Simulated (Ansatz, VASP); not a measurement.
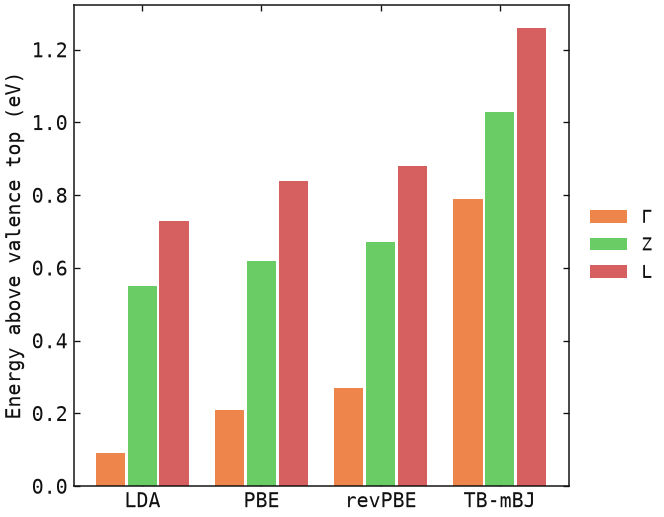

Lowest conduction level at each named k point, counted from the valence-band top at Γ, by several methods on one cell of Bi$_{2}$Se$_{3}$, space group R-3m, 5 atoms in the primitive cell; a = 4.143 Å, c = 28.636 Å (hexagonal axes). All runs are without spin-orbit coupling and carry no moments. In reduced coordinates of the cell that was run, Z is (0.5, 0.5, 0.5) and L is (0.5, 0, 0).

```csv
method,program,Γ (eV),Z (eV),L (eV)
LDA,VASP,0.09,0.55,0.73
PBE,VASP,0.21,0.62,0.84
revPBE,Ansatz LAPW,0.27,0.67,0.88
TB-mBJ,VASP,0.79,1.03,1.26
```

One method is left out: G0W0@PBE. Predict its row. It was run as: PBE, VASP PAW PBE potentials, release 64 (Bi_d_GW, Se_GW), 4×4×4 k mesh, 500 eV cutoff, Gaussian smearing of 0.01 eV (VASP 6.6.1), G0W0 with GW iterations 1, cutoff of the response function 120 eV, frequency points 50 and empty bands 420.

It starts from PBE, whose row gives 0.21 eV at Γ. G0W0@PBE gives 0.99 eV at Γ, 1.42 eV at Z and 1.69 eV at L, which is +0.78 eV from PBE at Γ.

Does G0W0@PBE shift these levels rigidly from PBE?

The shifts are +0.78 eV at Γ, +0.80 eV at Z and +0.85 eV at L, and at points that aren't plotted +0.85 eV (F): over the named points that both runs hold, a spread of 0.07 eV on a mean of 0.82 eV, so one shift describes them well. Over all 13 corrected points, named or not, the shifts from that run's own start go from +0.72 to +0.97 eV.

How do the methods rank at Γ?

From low to high: LDA 0.09, PBE 0.21, revPBE 0.27, TB-mBJ 0.79, G0W0@PBE 0.99 eV. Too close to rank are PBE against revPBE (different programs, potentials and cutoffs).

Settings. LDA: VASP PAW LDA potentials, release 64 (Bi_d, Se), 8×8×8 k mesh, 520 eV cutoff, Gaussian smearing of 0.02 eV (VASP 6.6.1). PBE: VASP PAW PBE potentials, release 64 (Bi_d, Se), 8×8×8 k mesh, 520 eV cutoff, Gaussian smearing of 0.015 eV (VASP 6.6.1). revPBE: all-electron LAPW, 8×8×8 k mesh, Fermi-Dirac smearing of 0.05 eV (Ansatz 0.2.0). TB-mBJ: VASP PAW PBE potentials, release 64 (Bi_d, Se), 8×8×8 k mesh, 520 eV cutoff, Gaussian smearing of 0.02 eV (VASP 6.6.1).

These are five of the 14 methods that were run on this cell. The runs come from different programs and meshes, which adds differences of its own. With spin-orbit coupling the bands at Γ invert, which makes this a topological insulator. Spin-orbit coupling is left out, which matters for Bi and Se. TB-mBJ: the PAW data sets were made with another functional. TB-mBJ: this is a model potential built to give gaps, with no total energy. G0W0@PBE: the k mesh is coarse, so the values aren't converged. G0W0@PBE: bands, screening cutoff and mesh are small and nothing is extrapolated, so the quasiparticle values aren't converged. In reduced coordinates of the cell that was run, F is (0.5, 0.5, 0). The GW values are at finite bands, cutoffs and mesh, short of the basis limit.
